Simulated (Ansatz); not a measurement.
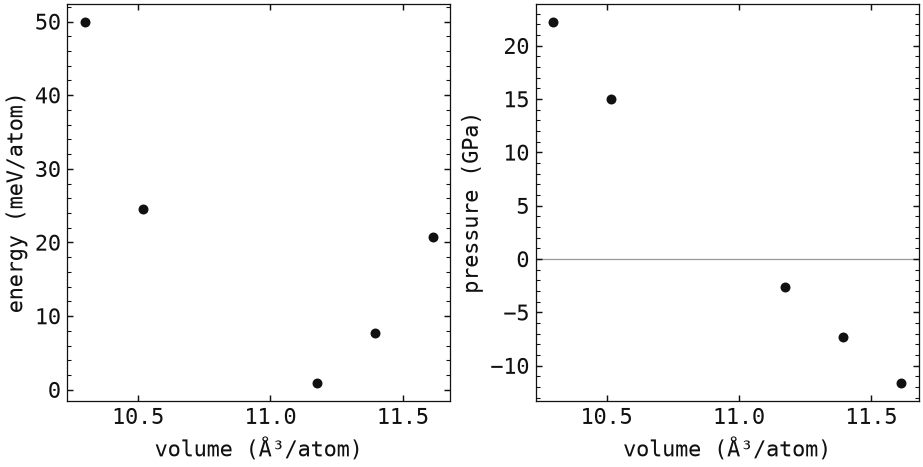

The picture above shows the energy and pressure against volume for HfO₂, space group Pca2_1 (No. 29).

Cell as given: a = 5.219 Å, b = 5.005 Å, c = 5.033 Å, α = 90.00°, β = 90.00°, γ = 90.00°; 12 atoms.

Method: plane-wave DFT, no spin polarisation; energies at scaled volumes of the given cell, shape and fractions fixed, counted from the fit's minimum, third-order Birch-Murnaghan fit (Ansatz 0.2.0). Level: r2SCAN with D4.

```csv
setting,value
k mesh,5×6×5
occupations,Fermi–Dirac
smearing width,0.05 eV
potentials,Ansatz PAW
wave cutoff,500 eV
density cutoff,2000 eV
```

The points at volume 10.74 Å³/atom and 10.96 Å³/atom are left out of the plot. What values does the calculation give there?

| volume (Å³/atom) | energy (meV/atom) | pressure (GPa) |
| --- | --- | --- |
| 10.74 | 8.52 | 8.53 |
| 10.96 | 0.91 | 2.69 |

Limits of the calculation: shape and atomic fractions are frozen while scaling, which makes layered, chain and framework solids too stiff.
